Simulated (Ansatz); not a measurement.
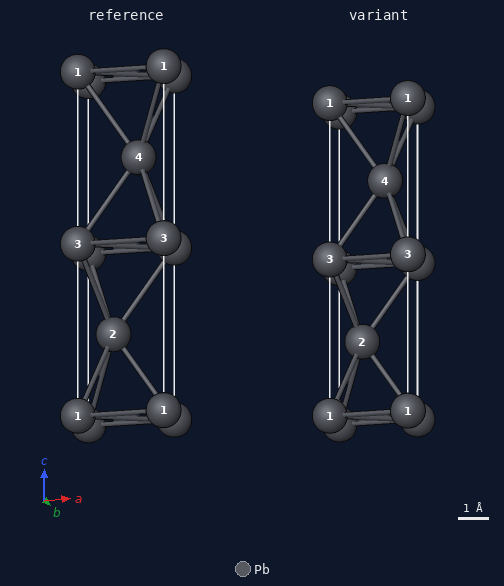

Left: crystalline Pb (set up in P6_3/mmc). Right: the same structure after one change, at the same scale. The picture is a ball-and-stick view of the cell of the calculation, seen from a free direction.

Level of theory: Ansatz 0.2.0, DFT r2SCAN, scalar-relativistic, plane waves, PAW. (plane-wave cutoff 500 eV; k-point mesh 12 × 12 × 4; occupations gaussian; smearing width 0.1 eV; no spin polarisation)

The crystal is put under a hydrostatic pressure of 25 GPa. Cell and atoms are relaxed at that pressure.

And its effect?

The energy rises by 455 meV per atom. Pressure: 0.0 GPa before, 25.0 GPa after. Both are metals. Cell: a = b 3.529 → 3.212 Å (−9.0 %), c 11.532 → 10.482 Å (−9.1 %). Volume −24.7 %. The atoms keep their places relative to the cell (all moves are under 0.005 Å). Among the bonded contacts that change: Pb–Pb 3.529 → 3.210 Å. The space group stays P6_3/mmc (No. 194).
